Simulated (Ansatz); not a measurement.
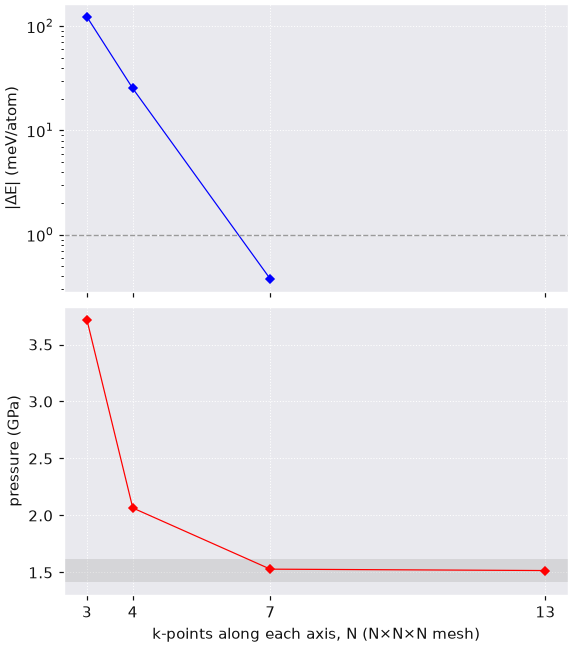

Convergence test: the k-point mesh is varied and all else is held.
BeS (F-43m, 2 atoms in the cell); DFT, PBE, all-electron LAPW, scalar-relativistic (Ansatz); cutoff 270.39 eV, Fermi–Dirac smearing of 0.02 eV.
ΔE is the free energy less its value at the densest setting, 13×13×13.
Dashed lines or grey bands mark the tolerance: 1 meV/atom and 0.1 GPa.

Q: What is enough for the free energy to 1 meV/atom?

A: The free energy is within 1 meV/atom of the densest setting's value from 7×7×7 on. It is off by 120 meV/atom at 3×3×3 and 25 meV/atom at 4×4×4 (always above it).

Q: And the pressure, to 0.1 GPa?

A: The pressure is within 0.1 GPa of the densest setting's value from 7×7×7 on. It is 3.7 GPa at 3×3×3, 2.1 GPa at 4×4×4 and 1.5 GPa at 13×13×13.
